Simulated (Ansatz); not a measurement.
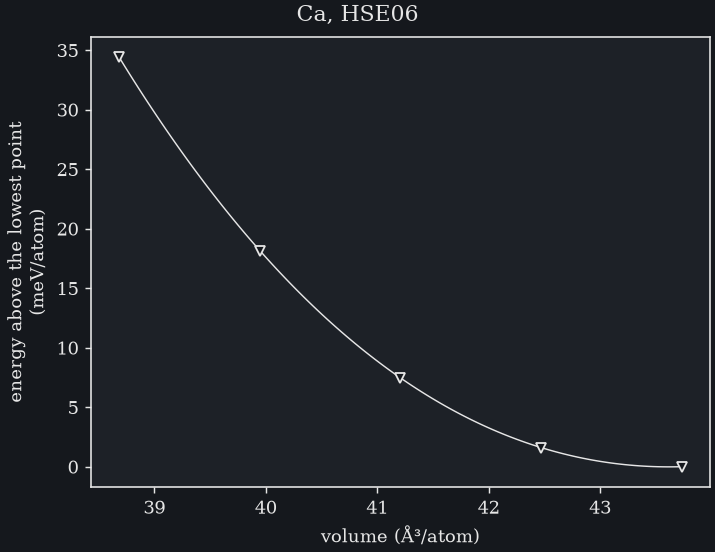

Plotted: energy above the lowest point against volume for Ca, space group Fm-3m (No. 225) (one of a set of cubic test structures, which need not be the stable phase).

How it was computed, with Ansatz 0.2.0 development build: equation of state of a cubic crystal from periodic Kohn-Sham density functional theory without spin, third-order Birch-Murnaghan fit to the free energies; pressure corrected for the finite basis. Level: HSE06.

structure type fcc; atoms in cell 1; space group number 225; lattice centring face-centred primitive; k mesh 6×6×6; occupation method Fermi–Dirac; occupation width 0.1 eV; wave cutoff 420 eV; datasets soft-1 PAW; density tolerance 0 eV; bands 9; density cutoff ratio 4; search for lower states default; exchange singularity regularized.

From this curve and the settings, what does the calculation give for the pressure at the same points?

The pressure falls from 2.446 GPa at volume 38.69 Å³/atom to −0.040 GPa at 43.73 Å³/atom.

| volume (Å³/atom) | pressure (GPa) |
| --- | --- |
| 38.69 | 2.446 |
| 39.95 | 1.694 |
| 41.21 | 1.038 |
| 42.47 | 0.460 |
| 43.73 | −0.040 |

Caveats: modest k-mesh, values are not fully converged in k.
